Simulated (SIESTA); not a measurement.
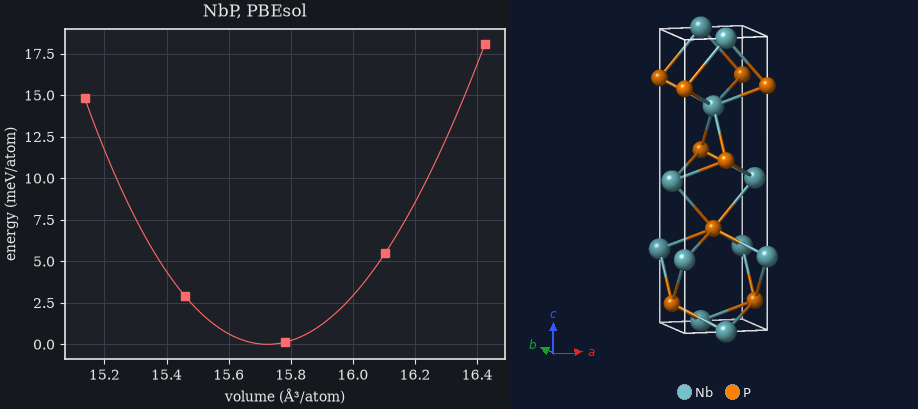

The picture above shows the energy against volume for NbP, space group I4_1md (No. 109). The conventional cell is drawn beside the plot.

Cell as given: a = 6.210 Å, b = 6.210 Å, c = 6.210 Å, α = 148.70°, β = 148.70°, γ = 44.85°; 4 atoms.

How it was computed, with SIESTA 5.4.2: DFT in numerical atomic orbitals with pseudopotentials, no spin polarisation; energies at scaled volumes of the given cell, shape and fractions fixed, counted from the fit's minimum, third-order Birch-Murnaghan fit. Level: PBEsol.

- k mesh: 11×11×11
- occupations: Fermi–Dirac
- smearing width: 0.05 eV
- potentials: PseudoDojo 0.4 standard, converted to PSML, two zetas on semicore shells
- program settings: basis DZP, mesh cutoff 800 Ry

### What equilibrium volume and bulk modulus follow from the curve?

A third-order Birch–Murnaghan fit gives V0 = 15.72 Å³/atom, B0 = 201 GPa and B′ = 4.5.

Keep in mind: mulliken charges of long orbitals; shape and atomic fractions are frozen while scaling, which makes layered, chain and framework solids too stiff.
